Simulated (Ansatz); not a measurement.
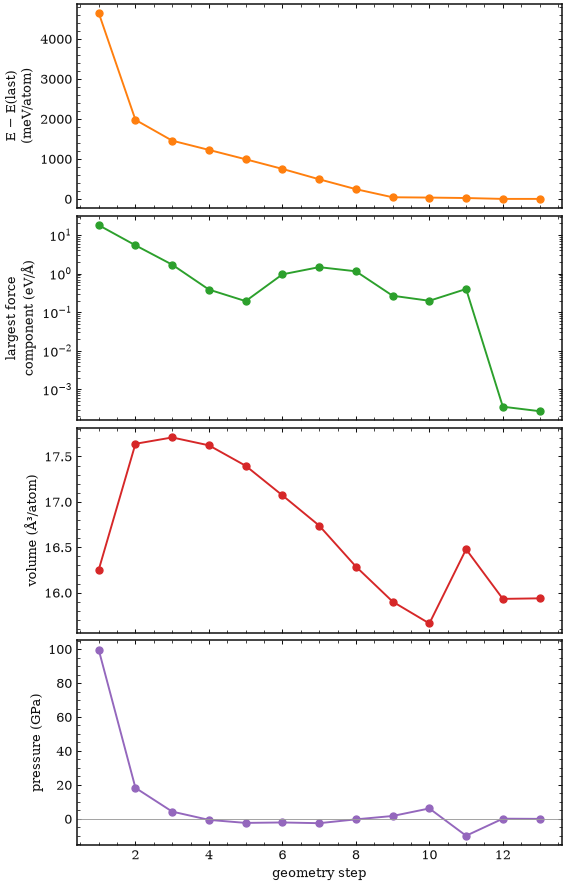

History of a geometry optimisation. Atoms and cell relax. A closing SCF on a freshly chosen basis isn't drawn.

W (P3_121, 3 atoms in the cell); DFT r2SCAN, scalar-relativistic, plane waves, PAW (Ansatz); cutoff 500 eV, 6×6×4 k-mesh, Gaussian smearing of 0.1 eV.

How did it end, and what did it gain?

The optimisation met its thresholds at geometry 13, counting the start as the first. The energy fell by about 4600 meV/atom from the first step to the last. The largest force component goes from about 18 eV/Å at the start to 2.7 × 10⁻⁴ eV/Å at the end.

What happens to the cell?

The volume shrinks from 16.3 to 15.9 Å³ per atom (−2 %), as the pressure goes from 100 GPa to about 0 GPa. The start was expanded.
